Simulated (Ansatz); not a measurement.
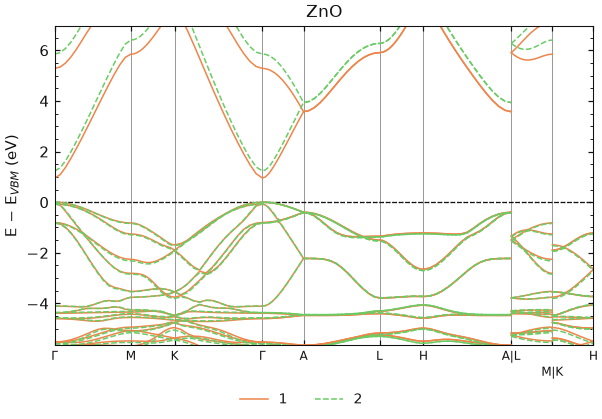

Band structures of wurtzite ZnO, space group P6_3mc (No. 186), 4 atoms in the cell (a = 3.249 Å, c = 5.206 Å (hexagonal axes)), by two methods on the same cell. Each is counted from its own valence-band top.

### Which curve is which? The methods: BLYP, m-r2SCAN.

1 is BLYP; 2 is m-r2SCAN. BLYP gives a gap of 0.96 eV along the path and m-r2SCAN gives a gap of 1.23 eV along the path.

Settings. BLYP: Ansatz PAW, no spin polarisation, no spin-orbit coupling, 9×9×5 k mesh, 420 eV cutoff, Fermi-Dirac smearing of 0.05 eV (Ansatz). m-r2SCAN: Ansatz PAW, no spin polarisation, no spin-orbit coupling, 9×9×5 k mesh, 500 eV cutoff, Fermi-Dirac smearing of 0.05 eV (Ansatz 0.2.0).

The cell is at 9 GPa in BLYP and −1 GPa in m-r2SCAN. The PAW data sets were made with another functional. LDA, GGA and most meta-GGA functionals understate gaps.
